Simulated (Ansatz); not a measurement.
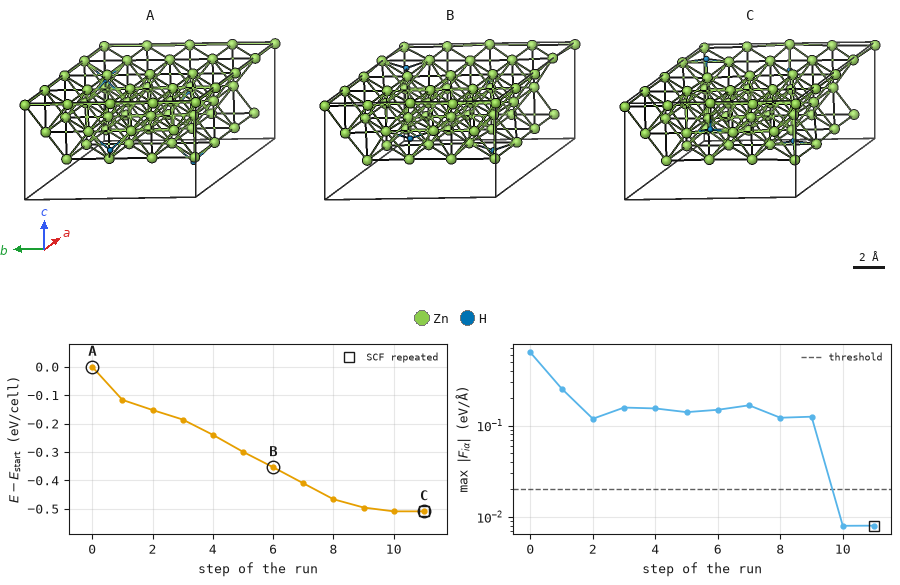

Frames of a relaxation of a defect cell of composition Zn16H, marked on the history of the run. A ball-and-stick model of the larger cell on standard axes (3 times the calculation's cell) (origin shifted), seen from a free direction.

Case: H interstitial, charge +0, atoms relaxed.

These are results of Ansatz, DFT PBE, scalar-relativistic, plane waves, PAW, not measurements. Settings: plane-wave cutoff 420 eV; k-point mesh 4 × 4 × 4; occupations gaussian; smearing width 0.1 eV; mesh shifted by (0.5, 0.5, 0.5); no spin polarisation; atoms relaxed in a fixed cell; force threshold 0.02 eV/Å; at most 60 steps.

> What happens along the run?

The H atom moves most: 1.48 Å along +c. By element the largest moves are H 1.48 Å, Zn 0.20 Å. The cell doesn't change. Near-neighbour distances that change, for instance: H–Zn 3.285 → 1.849 Å, H–Zn 2.021 → 3.237 Å, H–Zn 2.048 → 3.237 Å, Zn–Zn 2.778 → 3.023 Å. Bond angles that change, for instance: Zn–H–Zn 94.5° → 109.9°. Over 10 accepted moves (11 points after the start) the energy falls by 0.509 eV per cell of the calculation. Largest force component: 0.63 eV/Å at the start, 0.008 eV/Å at the end. 1 step only repeated the SCF at the same geometry. From step 0 to 6: the H atom moves most (0.83 Å), energy −0.353 eV per cell of the calculation. From step 6 to 11: the H atom moves most (0.64 Å), energy −0.155 eV per cell of the calculation.

```tsv
step	E − E(0), meV/atom	largest force component, eV/Å	note
0	0.00	0.6324	
1	-6.84	0.2546	
2	-8.94	0.1188	
3	-10.91	0.1576	
4	-14.07	0.1541	
5	-17.59	0.1404	
6	-20.79	0.1489	
7	-24.11	0.1667	
8	-27.42	0.1219	
9	-29.13	0.1251	
10	-29.93	0.0080	
11	-29.93	0.0080	same geometry, SCF repeated
```

Limits of the set-up: the periodic images lie only 6.8 Å apart, so the values are limited by the cell's size.
